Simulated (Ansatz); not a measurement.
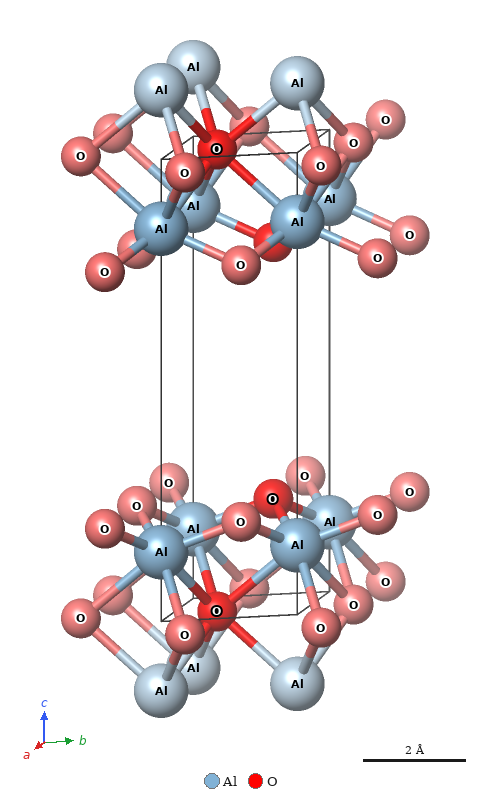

A ball-and-stick rendering, viewed slightly off an axis. The parallelepiped is the conventional unit cell. The first bonded neighbours in the surrounding cells are also shown, in fainter colours.

Al2O3, space group P-6m2 (No. 187), a = 2.80 Å, b = 2.80 Å, c = 9.20 Å, α = 90.00°, β = 90.00°, γ = 120.00°.

Run with Ansatz 0.2.0, DFT PBEsol, scalar-relativistic, plane waves, PAW and these settings: plane-wave cutoff 420 eV, k-point mesh 9×9×4, Gaussian smearing of 0.05 eV, no spin polarisation.

Metal or not?

Answer. An insulator at this level, with a gap of 5.57 eV on the k-mesh (the true edges may lie between mesh points, so the gap can be somewhat smaller).

What is the computed pressure?

Answer. The computed pressure is 10.0 GPa (compressed: it would expand). The stress isn't hydrostatic: its largest component is 13.0 GPa.

It goes back to a structure listed in the Materials Project. The cell was then strained or its atoms displaced on purpose. It was run through Ansatz as a DFT input.

At this level of theory the cell isn't at rest (compressed, at 10 GPa and forces up to 0.8 eV/Å), so its distances can differ from those at equilibrium, the more so the softer the solid.
